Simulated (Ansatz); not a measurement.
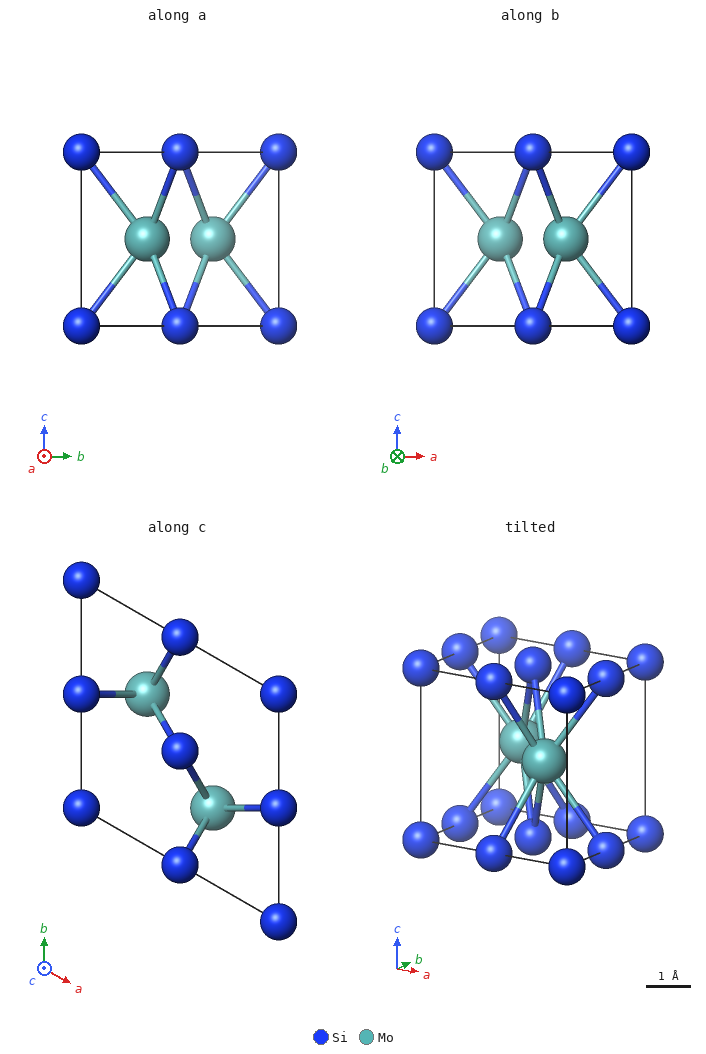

An orthographic ball-and-stick view of the structure, along the a axis, along the b axis, along the c axis and slightly off an axis. Thin lines show the conventional unit cell, with boundary atoms drawn in all their periodic places.

Lattice parameters: a = 5.2887 Å, b = 5.2887 Å, c = 4.0386 Å, α = 90.000°, β = 90.000°, γ = 120.000°.

Q: Give the structure in the form of a CIF in P1 with every atom of the cell.

A:
```cif
data_structure
_symmetry_space_group_name_H-M 'P 1'
_symmetry_Int_Tables_number 1
_cell_length_a 5.2887
_cell_length_b 5.2887
_cell_length_c 4.0386
_cell_angle_alpha 90.000
_cell_angle_beta 90.000
_cell_angle_gamma 120.000
_cell_volume 97.83
loop_
_atom_site_label
_atom_site_type_symbol
_atom_site_fract_x
_atom_site_fract_y
_atom_site_fract_z
_atom_site_occupancy
Si1 Si 0.5000 0.0000 0.0000 1
Si2 Si 0.0000 0.5000 0.0000 1
Si3 Si 0.5000 0.5000 0.0000 1
Si4 Si 0.0000 0.0000 0.0000 1
Mo1 Mo 0.3333 0.6667 0.5000 1
Mo2 Mo 0.6667 0.3333 0.5000 1
```

Starting structure: a random cell made by a generator, so it need not be a real form of the compound. Earlier steps of the study may have refined or changed the cell and positions. It went into a calculation with Ansatz.
